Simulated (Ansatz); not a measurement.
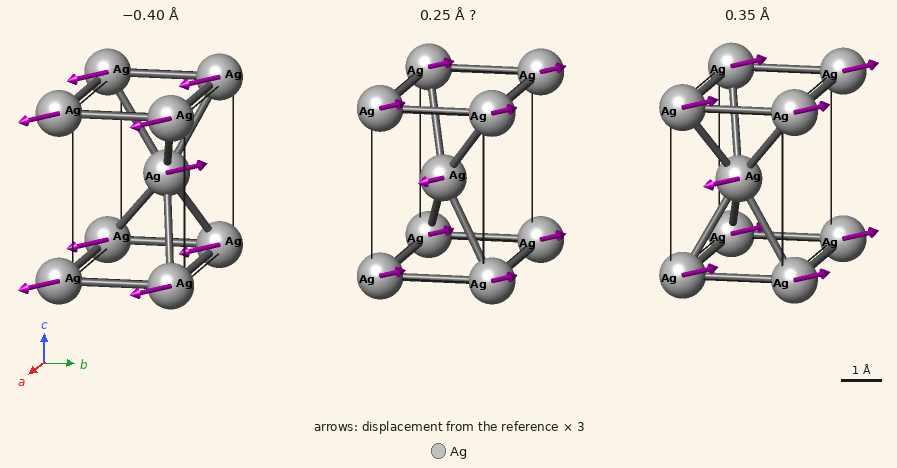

Energy scan for crystalline Ag (Im-3m), in which a normal mode of wave vector (0, 0, 1/2) of the primitive cell, folded into a doubled cell, is frozen in with the cell fixed, the amplitude being the largest displacement of an atom. Style: ball-and-stick. Shown: the cell of the calculation, from a free direction. Purple arrows: displacements from the reference.

Theory: DFT r2SCAN, scalar-relativistic, plane waves, PAW (Ansatz). Settings: plane-wave cutoff 500 eV; k-point mesh 18 × 18 × 10; occupations gaussian; smearing width 0.15 eV; no spin polarisation. Energies (free energies at the smearing named) are counted from the cell as listed in its source, which wasn't relaxed.

```tsv
largest displacement (Å)	energy change (meV/cell)
−0.40	38.9
−0.20	−5.2
0.00	0.0
0.05	−0.6
0.10	−2.3
0.15	−4.2
0.25	?
0.30	2.9
0.35	16.2
```

Q: Estimate the missing energy from the other rows, and compare with the calculation.

A: A straight line between the two neighbours gives 0.5 meV/cell. A cubic through the four nearest rows (0.10, 0.15, 0.30, 0.35) gives, with Lagrange weights, (−0.2000)(−2.3) + (0.5000)(−4.2) + (1.0000)(2.9) + (−0.3000)(16.2) = −3.6 meV/cell. The calculation gives −3.5 meV/cell, so the cubic is 0.1 meV/cell too low and the straight line 4.0 meV/cell too high, as the curve bends upwards here.

The whole profile:

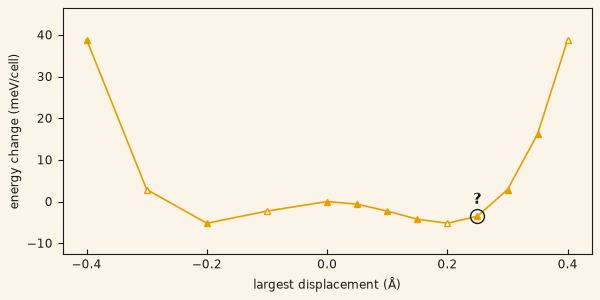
